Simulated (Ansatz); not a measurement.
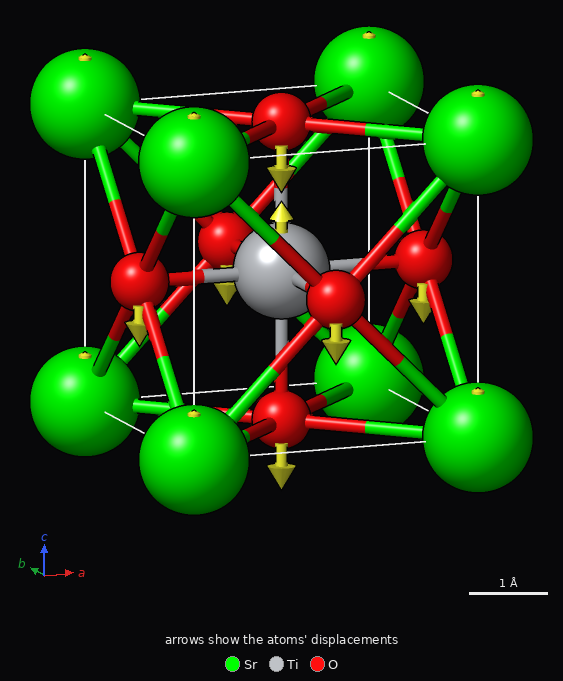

One vibrational mode of crystalline SrTiO3 at the zone centre. The yellow arrows give the relative displacements of the atoms. Style: ball-and-stick. Shown: the cell of the calculation, slightly off an axis.

All numbers below come from DFT PBE, scalar-relativistic, plane waves, PAW in Ansatz. Set-up: plane-wave cutoff 420 eV; k-point mesh 8 × 8 × 8; occupations fixed; no spin polarisation.

Frequencies are those without the non-analytic (LO–TO) term.

Give the symmetry, activity and frequency of this mode.

This is the T₁u mode (triply degenerate; one member of the set is drawn) at 140i cm⁻¹, the lowest optical level, infrared-active by symmetry. All motion is along c; it stretches the shortest O–Ti bonds (1.97 Å); the kinetic energy is shared as O 64 %, Ti 33 %, Sr 3 %. The frequency is imaginary, so the structure is unstable against this distortion. Freezing in the drawn pattern lowers the space group from Pm-3m to P4mm (No. 99). Its infrared intensity is 230 (D/Å)²/amu for the set.
